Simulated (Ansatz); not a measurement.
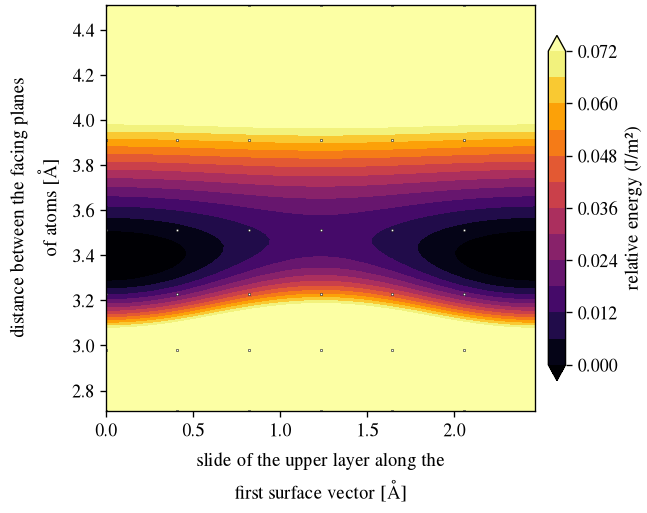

A bilayer of two C sheets, the upper one turned by 180 degrees about the normal (4 atoms in the cell). The upper layer of a bilayer is slid along a line and lifted, both layers rigid. Coordinates scanned: (1) slide of the upper layer along the first surface vector, from C3 above C1; (2) distance between the facing planes of atoms. The grid has 6 × 6 points; 24 points were computed and 12 follow by symmetry. Points are written as (first, second). Energies: J/m², counted from the lowest grid point. These are results of DFT PBE+D3(BJ), scalar-relativistic, plane waves, PAW (Ansatz 0.2.0), not measurements. Settings: cutoff 420 eV, k-mesh 15×15×1, gaussian smearing 0.1 eV, no spin polarisation.

The picture shows filled contours, dots at the grid points, one colour for all values above the top of the scale. Between grid points the surface is interpolated.

Question: Estimate the position of the minimum and the force constants in these coordinates.

Answer: The interpolated minimum is at the first coordinate ≈ 0.00 Å, the second coordinate ≈ 3.40 Å. The curvatures there are about 0.02 eV/Å² and 0.3 eV/Å², with a cross term of about 0 eV/Å² (per cell of 5.26 Å²). Round the minimum the two coordinates are nearly uncoupled.

PAW datasets: the set soft_1.
